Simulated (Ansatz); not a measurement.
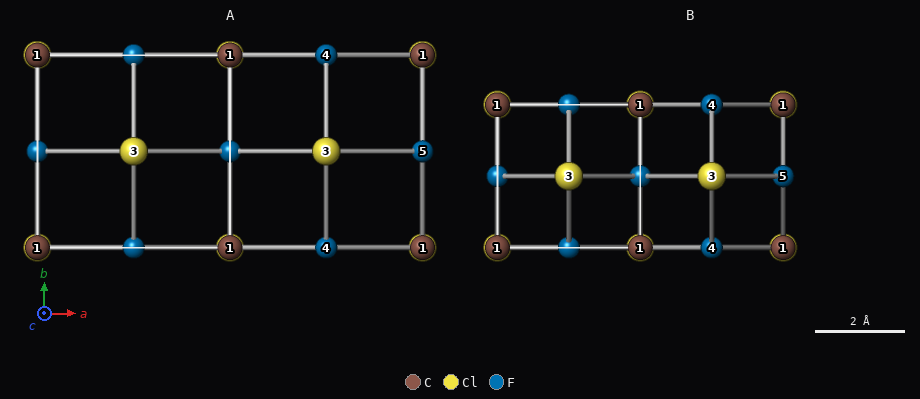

Two geometries of solid CCl$_{2}$F$_{2}$ (built on the CaSi2Ni2-139 type type), drawn at one scale. One is the start of a relaxation, the other its converged end. Style: ball-and-stick. Shown: the conventional cell (2 times the calculation's cell), repeated 2 × 1 × 1 with one cell outlined, along the c axis. Lengths and directions refer to the drawn axes.

Method: DFT, PBEsol, plane waves, PAW in Ansatz. (plane-wave cutoff 420 eV; k-point mesh 8 × 8 × 8; occupations fermi dirac; smearing width 0.03 eV; no spin polarisation; cell and atoms relaxed; force threshold 0.01 eV/Å; at most 120 steps)

Question: Which geometry has the lower energy?

Answer: Structure B is the relaxed one. The largest moves relative to the cell, 0.38 Å, are those of Cl atoms. C and F stay in place. Cell: a = b 4.348 → 3.226 Å (−25.8 %), c 10.579 → 11.921 Å (+12.7 %). Volume −38.0 %. Near-neighbour distances that change, for instance: Cl–Cl 2.765 → 2.352 Å, Cl–F 2.514 → 2.420 Å. The space group stays I4/mmm (No. 139). Over 12 accepted moves (15 points after the start) the energy falls by 2.919 eV per cell of the calculation. Largest force component: 0.73 eV/Å at the start, under 0.0001 eV/Å at the end. The pressure goes from −7.34 to 0.00 GPa. At 3 points the geometry stayed and the basis and grid were re-selected for the new cell (energy shift of 9.6 meV per cell of the calculation at most each time). Cost: 51 s on 2 threads of Arm Neoverse V1, with other jobs on the host, peak memory 0.47 GiB.

Limits of the set-up: layers or molecules are held without a dispersion correction, so their spacing is unreliable.
